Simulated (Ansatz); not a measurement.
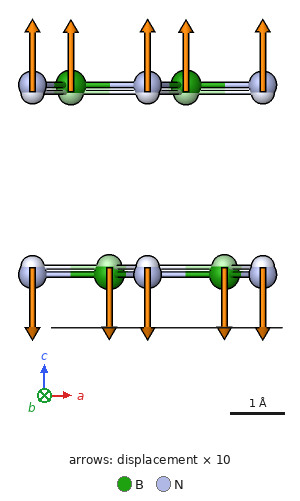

A constrained relaxation of a slab of composition BN. The starting structure is drawn faded, the final one solid; orange arrows show the displacements, magnified 10 times.

Style: ball-and-stick. Shown: the 2 × 3 repeat of the cell, outlined in the plane, without the vacuum, along the b axis.

Case: bilayer, upper layer turned by 180 degrees and shifted by (0.667, 0.667).

Computed with Ansatz, DFT PBE+D3(BJ), scalar-relativistic, plane waves, PAW.

Input file:
```yaml
crystal:
  lattice:
    - [2.5087542034, 0.0014369843, 0.0]
    - [1.2531178291, 2.173371902, 0.0]
    - [0.0, 0.0, 32.6]
  atoms:
    - { symbol: B, position: [0.4999824924, 0.4999824924, 0.4493865031] }
    - { symbol: "N", position: [0.8333175176, 0.8333175176, 0.4493865031] }
    - { symbol: B, position: [0.1666841743, 0.1666841743, 0.5506134969] }
    - { symbol: "N", position: [0.833349149, 0.833349149, 0.5506134969] }
  periodic: [true, true, false]
basis:
  ecutwfc: 420
kpoints:
  mp_grid: { grid: [10, 10, 1] }
  band_path:
    path:
      - [0, 0, 0]
      - [0.5, 0, 0]
      - [0.6666666666667, 0.3333333333333, 0]
      - [0, 0, 0]
    npoints: 8
hamiltonian:
  xc: pbe
  dispersion: d3bj
scf:
  occupations: { method: gaussian, width: 0.02 }
output:
  forces: true
  stress: true
  eigenvalues: true
  write_density: true
  write_potential: true
  elf: true
  volumetric_format: npy
relax:
  adjacent_minimum: "off"
  f_tol: 0.01
  max_steps: 50
  constraints: [{ sites: [0, 2], fix: xy }]
```

Command:
```bash
ansatz run input.yaml --threads 1 --pin off --max-ram 3072MiB --backend cpu --events-out ev --progress --plain --runs-dir out
```

Q: Describe the change and its energy.

A: After 3 geometry steps the energy has fallen by 13.8 meV per cell of the calculation. The largest force component goes from 0.071 to 0.008 eV/Å. The largest moves relative to the layer's centre, 0.14 Å, are those of B1, N2, B3 and N4. N4 goes along the normal (+c). By element the largest moves are N 0.14 Å, B 0.14 Å. The cell stays as it was.
